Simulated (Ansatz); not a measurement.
```yaml
crystal:
  lattice:
    - [3.90685, 0.00000, 0.00000]
    - [0.00000, 3.90685, 0.00000]
    - [0.00000, 0.00000, 4.06313]
  atoms:
    - { symbol: Sr, position: [0.00000, 0.00000, 0.00000] }
    - { symbol: Ti, position: [0.50000, 0.50000, 0.50000] }
    - { symbol: O, position: [0.50000, 0.50000, 0.00000] }
    - { symbol: O, position: [0.50000, 0.00000, 0.50000] }
    - { symbol: O, position: [0.00000, 0.50000, 0.50000] }
```

Space group P4/mmm; started from the cubic perovskite prototype, which need not be the ambient phase; changed on purpose from its base cell (uniaxial z strain +4.0%); computed pressure about −2 GPa in this cell; computed without spin polarisation.

All numbers below come from DFT, PBE, plane waves, PAW (Ansatz 0.2.0).

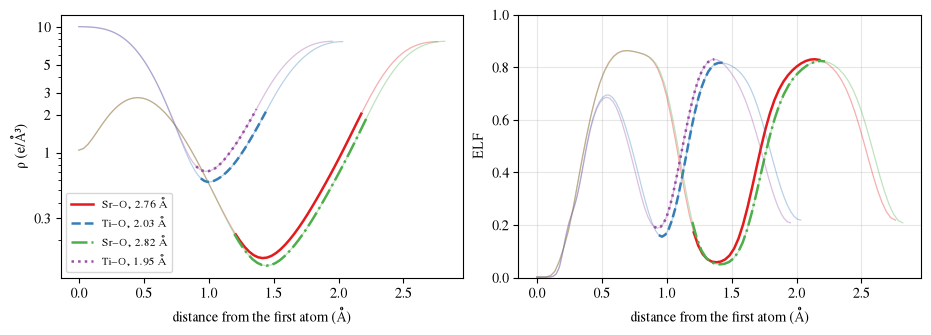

SrTiO$_{3}$. Valence electron density and electron localisation function along straight lines between neighbouring atoms. Thin, pale parts lie inside the atomic spheres.

The density is the valence pseudo-density of a PAW calculation; it isn't the true density close to the nuclei.

**Compare the contacts.**

Sr–O (2.76 Å): ρ is about 0.15 e/Å³ halfway; the ELF is about 0.05 at the midpoint (a largely ionic contact).
Ti–O (2.03 Å): ρ at the midpoint is about 0.58 e/Å³; the ELF peaks at about 0.80 in the valence shell of O, 0.6 Å from its nucleus, and is about 0.20 at the midpoint (no shared electron pair shows on this line).
Sr–O (2.82 Å): the density is about 0.13 e/Å³ at the midpoint; the ELF is about 0.05 at the midpoint; a closed-shell, largely ionic contact.
Ti–O (1.95 Å): the density is about 0.71 e/Å³ at the midpoint; the ELF peaks at about 0.85 in the valence shell of O, 0.6 Å from its nucleus, and is about 0.20 at the midpoint; no shared electron pair shows on this line.
